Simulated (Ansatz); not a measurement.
**Geometry relaxation of Si$_{16}$H (part 2 of 2)**

The same run, continued: Si$_{16}$H (defect cell, 17 atoms in the cell); DFT PBEsol, scalar-relativistic, plane waves, PAW, spin-polarised (Ansatz 0.2.0); cutoff 420 eV, 2×2×2 k-mesh, Gaussian smearing of 0.05 eV, collinear spins. It belongs to a series of runs on one base structure; here: end point B relaxed.

Geometry of the input (Å; fractional positions):
```
0.0000  5.4300  5.4300
5.4300  0.0000  5.4300
5.4300  5.4300  0.0000
Si 0.0000  0.0000  0.0000
Si 0.1250  0.1250  0.1250
Si -0.0000  0.0000  0.5000
Si 0.1250  0.1250  0.6250
Si -0.0000  0.5000  0.0000
Si 0.1250  0.6250  0.1250
Si -0.0000  0.5000  0.5000
Si 0.1250  0.6250  0.6250
Si 0.5000  -0.0000  0.0000
Si 0.6250  0.1250  0.1250
Si 0.5000  0.0000  0.5000
Si 0.6250  0.1250  0.6250
Si 0.5000  0.5000  0.0000
Si 0.6250  0.6250  0.1250
Si 0.5000  0.5000  0.5000
Si 0.6250  0.6250  0.6250
H  0.2606  0.2417  0.2493
```

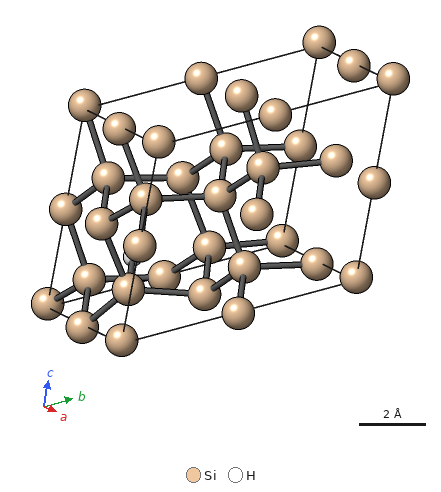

Fig. 1: The geometry at step 13 of the log (ball-and-stick view of the cell of the calculation, seen slightly off an axis).

### What the program printed, continued
```
relax step   7: F+E_penalty+E_count = -9956.57787962 eV  Δ(F+E_penalty+E_count) = -1.549e-2 eV  max|allowed force component| = 8.426e-2 eV/Å  Δτ_max = 0.0807 Å  (7 SCF iters, dr2 threshold 1.43e-6 eV, accepted)
preconditioner: auto → Kerker (q_TF=auto, 2.092 Å⁻¹)  [metal: Δε(μ)=0.035 eV  Ē_g=7.983 eV  σ=0.050 eV  W_gap=0.36  n_scr=58 (ndim 8)  ℏωp=16.7 eV  f_vac=0.000  D(μ)=7.72/eV (n_scr^D=58)]
spin=Collinear: Kerker preconditioning applied to the charge; magnetization (m = ρ↑ − ρ↓) channel mixes plain (no charge-response kernel on spin).
  greatest PAW one-centre occupation: 0.645 electrons in one spin orbital (limit 2), on the Si atom at site 0 (counted from 0), in its partial waves of l = 0
relax step   8: F+E_penalty+E_count = -9956.62600923 eV  Δ(F+E_penalty+E_count) = -4.813e-2 eV  max|allowed force component| = 8.153e-2 eV/Å  Δτ_max = 0.1574 Å  (7 SCF iters, dr2 threshold 7.10e-6 eV, accepted)
preconditioner: auto → Kerker (q_TF=auto, 2.092 Å⁻¹)  [metal: Δε(μ)=0.006 eV  Ē_g=7.987 eV  σ=0.050 eV  W_gap=0.07  n_scr=58 (ndim 8)  ℏωp=16.7 eV  f_vac=0.000  D(μ)=10.38/eV (n_scr^D=64)]
spin=Collinear: Kerker preconditioning applied to the charge; magnetization (m = ρ↑ − ρ↓) channel mixes plain (no charge-response kernel on spin).
  greatest PAW one-centre occupation: 0.658 electrons in one spin orbital (limit 2), on the Si atom at site 0 (counted from 0), in its partial waves of l = 0
relax step   9: F+E_penalty+E_count = -9956.51850738 eV  Δ(F+E_penalty+E_count) = +1.075e-1 eV  max|allowed force component| = 9.556e-1 eV/Å  Δτ_max = 0.1936 Å  (8 SCF iters, dr2 threshold 6.22e-6 eV, rejected (line search))
preconditioner: auto → Kerker (q_TF=auto, 2.092 Å⁻¹)  [metal: Δε(μ)=0.015 eV  Ē_g=7.970 eV  σ=0.050 eV  W_gap=0.17  n_scr=58 (ndim 8)  ℏωp=16.7 eV  f_vac=0.000  D(μ)=8.40/eV (n_scr^D=58)]
spin=Collinear: Kerker preconditioning applied to the charge; magnetization (m = ρ↑ − ρ↓) channel mixes plain (no charge-response kernel on spin).
  greatest PAW one-centre occupation: 0.649 electrons in one spin orbital (limit 2), on the Si atom at site 0 (counted from 0), in its partial waves of l = 0
relax step  10: F+E_penalty+E_count = -9956.63696956 eV  Δ(F+E_penalty+E_count) = -1.096e-2 eV  max|allowed force component| = 1.206e-1 eV/Å  Δτ_max = 0.0772 Å  (9 SCF iters, accepted)
preconditioner: auto → Resta (q_TF=auto, 2.092 Å⁻¹)  ε∞=5.4  [insulator: Δε(μ)=0.050 eV  Ē_g=7.977 eV  σ=0.050 eV  W_gap=0.52  n_scr=58 (ndim 8)  ℏωp=16.7 eV  f_vac=0.000  D(μ)=6.14/eV (n_scr^D=26)  ε∞_Penn≈5.4]
spin=Collinear: Resta preconditioning applied to the charge; magnetization (m = ρ↑ − ρ↓) channel mixes plain (no charge-response kernel on spin).
preconditioner: auto → Kerker (q_TF=auto, 2.092 Å⁻¹)  [metal: Δε(μ)=0.040 eV  Ē_g=7.976 eV  σ=0.050 eV  W_gap=0.42  n_scr=58 (ndim 8)  ℏωp=16.7 eV  f_vac=0.000  D(μ)=6.77/eV (n_scr^D=50)]
spin=Collinear: Kerker preconditioning applied to the charge; magnetization (m = ρ↑ − ρ↓) channel mixes plain (no charge-response kernel on spin).
  greatest PAW one-centre occupation: 0.652 electrons in one spin orbital (limit 2), on the Si atom at site 0 (counted from 0), in its partial waves of l = 0
relax step  11: F+E_penalty+E_count = -9956.64273938 eV  Δ(F+E_penalty+E_count) = -5.770e-3 eV  max|allowed force component| = 9.418e-2 eV/Å  Δτ_max = 0.0600 Å  (6 SCF iters, dr2 threshold 1.36e-5 eV, accepted)
preconditioner: auto → Resta (q_TF=auto, 2.092 Å⁻¹)  ε∞=5.4  [insulator: Δε(μ)=0.086 eV  Ē_g=7.979 eV  σ=0.050 eV  W_gap=0.77  n_scr=58 (ndim 8)  ℏωp=16.7 eV  f_vac=0.000  D(μ)=4.07/eV (n_scr^D=14)  ε∞_Penn≈5.4]
spin=Collinear: Resta preconditioning applied to the charge; magnetization (m = ρ↑ − ρ↓) channel mixes plain (no charge-response kernel on spin).
  greatest PAW one-centre occupation: 0.653 electrons in one spin orbital (limit 2), on the Si atom at site 0 (counted from 0), in its partial waves of l = 0
relax step  12: F+E_penalty+E_count = -9956.64544514 eV  Δ(F+E_penalty+E_count) = -2.706e-3 eV  max|allowed force component| = 4.586e-2 eV/Å  Δτ_max = 0.0170 Å  (6 SCF iters, dr2 threshold 5.41e-6 eV, accepted)
preconditioner: auto → Resta (q_TF=auto, 2.092 Å⁻¹)  ε∞=5.4  [insulator: Δε(μ)=0.089 eV  Ē_g=7.979 eV  σ=0.050 eV  W_gap=0.79  n_scr=58 (ndim 8)  ℏωp=16.7 eV  f_vac=0.000  D(μ)=4.02/eV (n_scr^D=14)  ε∞_Penn≈5.4]
spin=Collinear: Resta preconditioning applied to the charge; magnetization (m = ρ↑ − ρ↓) channel mixes plain (no charge-response kernel on spin).
relax step  13: F+E_penalty+E_count = -9956.64640857 eV  Δ(F+E_penalty+E_count) = -9.634e-4 eV  max|allowed force component| = 1.701e-2 eV/Å  Δτ_max = 0.0121 Å  (7 SCF iters, accepted)
Magnetization: 0.7390 μB (32.8695 up, 32.1305 down)
Absolute magnetization: 0.7514 μB (∫|ρ↑−ρ↓|, with the PAW one-centre terms)
Spin contamination: 0.0072 ħ² per cell (⟨S²⟩ above its minimum at these occupations)
Per-site moments (μB) at R_I (Å): [(0.08772162561378896, 0.9714992367258356), (0.012901383765587906, 0.967811285599254), (0.004038469071911949, 0.967783954969934), (0.012902297409162435, 0.967783954969934), (0.003977419858674133, 0.9679866098881026), (0.012880722559420691, 0.9679547464812766), (0.0039911800462032986, 0.9679291238025419), (0.0015876758385581355, 0.9684066178928208), (0.02570797097629676, 0.9619841836731913), (0.00776560126344634, 0.6776128270841972), (0.025696667688218405, 0.9619460373218038), (0.0056422074605030695, 0.9619710849454762), (0.025688837751784654, 0.9620405979906205), (0.005599695779076899, 0.9619841836731913), (0.002316616966647528, 0.9711308498588221), (0.005608138992284604, 0.9619460373218038), (0.08386679014105164, 0.6776128270841972)]
Free energy (F): -9956.646409 eV
Harris-Foulkes:  -9956.646409 eV  (|F-HF|=2.91e-11)
[...]
Internal energy: -9956.640921 eV  (E = F + TS)
E sigma→0 (E₀):  -9956.643665 eV
Entropy (-TS):   -0.005487 eV (-0.323 meV/atom)
Fermi energy:    6.204980 eV
--- Per-component energies (eV) ---
  E_band       = 77.087210
  E_kinetic    = 662.729623
  E_local      = -441.707401  (includes V_loc(G=0)·N_el)
  E_nonlocal   = 417.570198
  E_hartree    = 120.299467
  E_xc         = -884.217085
  E_vxc        = -761.598694  (∫ρ·V_xc dr)
  E_paw        = -7984.026598  (= ΣΔE_a)
  E_vpaw       = -40.504496  (= ΣTr[D̂ρ^β])
  E_aug_tail   = -0.000978  (compensation charges beyond the density's cutoff)
  E_ewald      = -1847.793118
  E_core_change = 0.504971  (= ΣΔE_core)
  E_smearing   = -0.005487  (= −TS)
  E_closure    = -0.000000  (closes the sum)
  Σ components = -9956.646409   (vs F -9956.646409, Δ=0.00e0)
--- Forces (eV/Å), atoms counted from 1 ---
  atom   1  Si     0.00359215    -0.00482342     0.00019602
  atom   2  Si     0.01229904     0.00019414     0.00317099
  atom   3  Si    -0.00404712     0.00333600    -0.01232910
  atom   4  Si     0.00088257    -0.01052107     0.00140301
  atom   5  Si    -0.00328018    -0.00557473     0.00311243
  atom   6  Si    -0.00465900     0.00399840    -0.01637684
  atom   7  Si     0.00674464     0.00304212     0.00354647
  atom   8  Si     0.00293095    -0.00195613    -0.00360588
  atom   9  Si    -0.00532811    -0.00602310    -0.00522487
  atom  10  Si     0.00880735    -0.01234286    -0.00280204
  atom  11  Si     0.00728993     0.00625368    -0.00619802
  atom  12  Si    -0.01001600     0.01138512     0.01700673
  atom  13  Si     0.00151080    -0.00124166     0.00229017
  atom  14  Si    -0.01410342     0.01377252     0.01305160
  atom  15  Si     0.01514833    -0.01598675    -0.01529136
  atom  16  Si    -0.01458515     0.01409833     0.01170796
  atom  17  H     -0.00318714     0.00238985     0.00634312
  max |Σ_I F_I| component: 4.37e-7 eV/Å
--- Relaxed structure (13 steps of the walk, 12 accepted, 0 SCFs on fresh bases) ---
  F+E_penalty+E_count = -9956.64640857 eV   max|allowed force component| = 1.701e-2 eV/Å
  atoms:
    - { symbol: Si, position: [-0.02808484383778633, 0.009249454484016215, 0.009401468042723325] }
    - { symbol: Si, position: [0.12088147709684999, 0.12214980102691353, 0.12238175763465817] }
    - { symbol: Si, position: [0.010406304438842363, -0.0027729062983341754, 0.4961851202786108] }
    - { symbol: Si, position: [0.12093498930563193, 0.1221569119255814, 0.634522784658333] }
    - { symbol: Si, position: [0.01018088351853838, 0.49603106414514986, -0.0025063613270506213] }
    - { symbol: Si, position: [0.12067174230592537, 0.6344805519648391, 0.12242373344236857] }
    - { symbol: Si, position: [0.010225681707975887, 0.49601695722647154, 0.4962801681650484] }
    - { symbol: Si, position: [0.13101977925468666, 0.6228190693162282, 0.6230846397394885] }
    - { symbol: Si, position: [0.498798704721599, -0.007045273502831406, -0.006459944859710132] }
    - { symbol: Si, position: [0.5600525355454197, 0.14632860554473, 0.146864299526684] }
    - { symbol: Si, position: [0.4988425520547112, -0.007054465613598154, 0.514761171991642] }
    - { symbol: Si, position: [0.6344085693877055, 0.12160984717883833, 0.6220281141592884] }
    - { symbol: Si, position: [0.498574082755267, 0.5144261006364854, -0.006458652513595453] }
    - { symbol: Si, position: [0.6341864086712152, 0.6214512399479468, 0.12241671494901141] }
    - { symbol: Si, position: [0.5072432501623556, 0.49711163721237006, 0.4978901367337759] }
    - { symbol: Si, position: [0.634234956002313, 0.6214555507890542, 0.6220275467106645] }
    - { symbol: H, position: [0.2980606369087496, 0.23325240401613942, 0.23445727266806032] }
```

### Trajectory as extended XYZ (Å, eV, eV/Å), 6 of the 13 frames kept, from step=1 to step=13
```
17
Lattice="0.0000 5.4300 5.4300 5.4300 0.0000 5.4300 5.4300 5.4300 0.0000" Properties=species:S:1:pos:R:3:forces:R:3 step=1 energy=-9956.51761
Si    0.0000    0.0000    0.0000   -0.0155   0.0169   0.0058
Si    1.3575    1.3575    1.3575    0.2629   0.2907   0.2794
Si    2.7150    2.7150    0.0000    0.0033  -0.0031   0.0766
Si    4.0725    4.0725    1.3575   -0.2932  -0.2652   0.2831
Si    2.7150    0.0000    2.7150    0.0011   0.0829  -0.0022
Si    4.0725    1.3575    4.0725   -0.2633   0.2646  -0.2476
Si    5.4300    2.7150    2.7150   -0.0821  -0.0011  -0.0025
Si    6.7875    4.0725    4.0725    0.0969  -0.0971  -0.0958
Si    0.0000    2.7150    2.7150    0.0655   0.0004   0.0035
Si    1.3575    4.0725    4.0725    0.3177  -0.3163  -0.3288
Si    2.7150    5.4300    2.7150   -0.0004  -0.0646   0.0033
Si    4.0725    6.7875    4.0725   -0.1047   0.1046  -0.1066
Si    2.7150    2.7150    5.4300   -0.0027   0.0023  -0.0715
Si    4.0725    4.0725    6.7875   -0.1006  -0.1038   0.1011
Si    5.4300    5.4300    5.4300   -0.0021   0.0023   0.0005
Si    6.7875    6.7875    6.7875    0.1041   0.1010   0.1016
H     2.6659    2.7690    2.7275    0.0131  -0.0146   0.0000
17
Lattice="0.0000 5.4300 5.4300 5.4300 0.0000 5.4300 5.4300 5.4300 0.0000" Properties=species:S:1:pos:R:3:forces:R:3 step=3 energy=-9956.55789
Si    0.0065   -0.0071   -0.0030   -0.0060   0.0065   0.0031
Si    1.3747    1.3792    1.3773    0.0019  -0.0076  -0.0041
Si    2.7109    2.7190    0.0011   -0.0030   0.0035  -0.0003
Si    4.0503    4.0548    1.3780    0.0065  -0.0029  -0.0036
Si    2.7127    0.0049    2.7175   -0.0037   0.0044   0.0005
Si    4.0559    1.3743    4.0582    0.0098  -0.0103   0.0037
Si    5.4255    2.7175    2.7177   -0.0037   0.0042   0.0004
Si    6.7889    4.0715    4.0683    0.0040  -0.0042  -0.0019
Si   -0.0057    2.7156    2.7124   -0.0110   0.0053   0.0030
Si    1.3866    4.0436    4.0415    0.0178  -0.0182  -0.0149
Si    2.7146    5.4362    2.7126   -0.0049   0.0117   0.0029
Si    4.0631    6.7973    4.0682    0.0014  -0.0017  -0.0018
Si    2.7163    2.7141    5.4319   -0.0056   0.0059   0.0068
Si    4.0631    4.0713    6.7939    0.0015  -0.0041   0.0007
Si    5.4260    5.4344    5.4311   -0.0024   0.0027   0.0004
Si    6.7890    6.7973    6.7939    0.0039  -0.0017   0.0007
H     2.6874    2.7451    2.7269   -0.0064   0.0068   0.0044
17
Lattice="0.0000 5.4300 5.4300 5.4300 0.0000 5.4300 5.4300 5.4300 0.0000" Properties=species:S:1:pos:R:3:forces:R:3 step=6 energy=-9956.56239
Si    0.0234   -0.0252   -0.0144   -0.0004   0.0001   0.0030
Si    1.3704    1.3724    1.3713   -0.0169  -0.0124  -0.0098
Si    2.7075    2.7221    0.0047    0.0010  -0.0012  -0.0012
Si    4.0557    4.0579    1.3733    0.0116   0.0166  -0.0094
Si    2.7110    0.0118    2.7208    0.0022  -0.0006  -0.0017
Si    4.0683    1.3618    4.0685    0.0112  -0.0116   0.0162
Si    5.4192    2.7191    2.7213    0.0007  -0.0022  -0.0015
Si    6.7879    4.0726    4.0686   -0.0057   0.0057   0.0057
Si   -0.0137    2.7113    2.7064   -0.0033  -0.0023  -0.0037
Si    1.4111    4.0191    4.0172    0.0373  -0.0371  -0.0378
Si    2.7188    5.4449    2.7069    0.0023   0.0035  -0.0034
Si    4.0614    6.7993    4.0711   -0.0037   0.0039   0.0048
Si    2.7224    2.7082    5.4365    0.0035  -0.0033   0.0025
Si    4.0606    4.0744    6.7954   -0.0047   0.0044   0.0044
Si    5.4238    5.4368    5.4325    0.0038  -0.0038  -0.0044
Si    6.7860    6.8000    6.7953   -0.0044   0.0047   0.0042
H     2.6521    2.7826    2.7523   -0.0347   0.0356   0.0321
17
Lattice="0.0000 5.4300 5.4300 5.4300 0.0000 5.4300 5.4300 5.4300 0.0000" Properties=species:S:1:pos:R:3:forces:R:3 step=8 energy=-9956.62601
Si    0.0792   -0.0828   -0.0661    0.0534  -0.0708   0.0373
Si    1.3458    1.3432    1.3437   -0.0120  -0.0145  -0.0138
Si    2.6984    2.7309    0.0199    0.0046  -0.0095  -0.0406
Si    4.0817    4.0802    1.3486    0.0270   0.0251  -0.0273
Si    2.7037    0.0343    2.7271    0.0267  -0.0539   0.0011
Si    4.1086    1.3211    4.1018   -0.0564   0.0554  -0.0586
Si    5.3978    2.7266    2.7281    0.0528  -0.0280   0.0049
Si    6.7847    4.0760    4.0715   -0.0309   0.0313   0.0264
Si   -0.0428    2.6928    2.6835   -0.0508  -0.0342  -0.0380
Si    1.5085    3.9222    3.9183    0.0403  -0.0360  -0.0629
Si    2.7374    5.4764    2.6847    0.0304   0.0451  -0.0326
Si    4.0560    6.8054    4.0836   -0.0313   0.0340   0.0507
Si    2.7437    2.6877    5.4548    0.0625  -0.0609   0.0815
Si    4.0524    4.0850    6.8011   -0.0492   0.0565   0.0346
Si    5.4195    5.4414    5.4354    0.0300  -0.0295  -0.0288
Si    6.7752    6.8085    6.8005   -0.0569   0.0489   0.0314
H     2.5162    2.9200    2.8908   -0.0403   0.0411   0.0347
17
Lattice="0.0000 5.4300 5.4300 5.4300 0.0000 5.4300 5.4300 5.4300 0.0000" Properties=species:S:1:pos:R:3:forces:R:3 step=11 energy=-9956.64274
Si    0.1178   -0.1175   -0.1201   -0.0920   0.0942   0.0830
Si    1.3237    1.3218    1.3177    0.0277  -0.0268  -0.0474
Si    2.6808    2.7500    0.0364   -0.0301   0.0264   0.0585
Si    4.1089    4.1064    1.3178    0.0265  -0.0277  -0.0447
Si    2.6786    0.0456    2.7465   -0.0333   0.0276   0.0502
Si    4.1102    1.3206    4.1038    0.0438  -0.0414  -0.0246
Si    5.3862    2.7520    2.7463   -0.0328   0.0294   0.0498
Si    6.7636    4.0969    4.0949    0.0269  -0.0228  -0.0470
Si   -0.0752    2.6700    2.6689    0.0173   0.0273   0.0449
Si    1.5888    3.8407    3.8427    0.0307  -0.0276  -0.0506
Si    2.7601    5.5047    2.6687   -0.0296  -0.0164   0.0448
Si    4.0379    6.8214    4.1114    0.0199  -0.0163  -0.0515
Si    2.7605    2.6693    5.5040   -0.0331   0.0309  -0.0100
Si    4.0345    4.1112    6.8263    0.0294  -0.0321  -0.0462
Si    5.4048    5.4548    5.4560   -0.0193   0.0157   0.0367
Si    6.7486    6.8243    6.8258    0.0357  -0.0248  -0.0450
H     2.5361    2.8969    2.8805    0.0122  -0.0155  -0.0008
17
Lattice="0.0000 5.4300 5.4300 5.4300 0.0000 5.4300 5.4300 5.4300 0.0000" Properties=species:S:1:pos:R:3:forces:R:3 step=13 energy=-9956.64641
Si    0.1013   -0.1015   -0.1023    0.0036  -0.0048   0.0002
Si    1.3278    1.3209    1.3197    0.0123   0.0002   0.0032
Si    2.6792    2.7508    0.0414   -0.0040   0.0033  -0.0123
Si    4.1088    4.1021    1.3200    0.0009  -0.0105   0.0014
Si    2.6798    0.0417    2.7487   -0.0033  -0.0056   0.0031
Si    4.1100    1.3200    4.1005   -0.0047   0.0040  -0.0164
Si    5.3882    2.7503    2.7489    0.0067   0.0030   0.0035
Si    6.7653    4.0948    4.0933    0.0029  -0.0020  -0.0036
Si   -0.0733    2.6734    2.6702   -0.0053  -0.0060  -0.0052
Si    1.5920    3.8386    3.8356    0.0088  -0.0123  -0.0028
Si    2.7568    5.5039    2.6704    0.0073   0.0063  -0.0062
Si    4.0380    6.8225    4.1052   -0.0100   0.0114   0.0170
Si    2.7583    2.6722    5.5006    0.0015  -0.0012   0.0023
Si    4.0392    4.1084    6.8181   -0.0141   0.0138   0.0131
Si    5.4029    5.4579    5.4536    0.0151  -0.0160  -0.0153
Si    6.7521    6.8215    6.8184   -0.0146   0.0141   0.0117
H     2.5397    2.8916    2.8850   -0.0032   0.0024   0.0063
```

### Summary

- outcome: converged
- electrons treated: 65
- free energy: −9956.6464 eV
- Fermi energy: 6.205 eV
- net moment of the cell: 0.74 μB
- integrated absolute moment: 0.75 μB
- final volume: 320.21 Å³
- largest force (length of the vector) at the end: 0.027 eV/Å
- hardware: 2 threads of Intel Xeon (Granite Rapids), 16 GiB of memory available, shared host
- wall time: 50 s (CPU time 96 s)
- peak memory: 0.74 GiB

### Notes

The k-point mesh is coarse for a cell of this size, so the results may not be converged.
